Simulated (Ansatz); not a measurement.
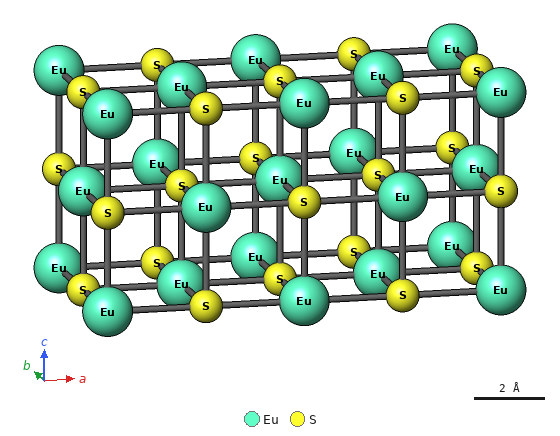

Reference structure: solid EuS (a generated structure, set up in Fm-3m). The picture is a ball-and-stick view of the conventional cell (4 times the calculation's cell), repeated 2 × 1 × 1 with one cell outlined, seen slightly off an axis. Lengths and directions refer to the drawn axes.

Theory: DFT, PBE, PAW with Ansatz's default frozen-core files, scalar-relativistic in Ansatz 0.2.0. Settings: plane-wave cutoff 420 eV; k-point mesh 10 × 10 × 10; occupations fermi dirac; smearing width 0.08 eV; collinear spin.

Now this is done to it. All lengths are scaled by −0.7 % (volume −2.0 %), the atoms keeping their fractional coordinates. No relaxation follows.

> Predict the response.

It costs 1.9 meV per atom. Pressure: 0.0 GPa before, 1.1 GPa after. All forces vanish by symmetry. The absolute magnetisation per cell goes from 7.08 to 7.07 μB (net moment 6.95 and 6.94 μB). Among the bonded contacts that change: Eu–S 2.924 → 2.905 Å. The space group stays Fm-3m (No. 225).
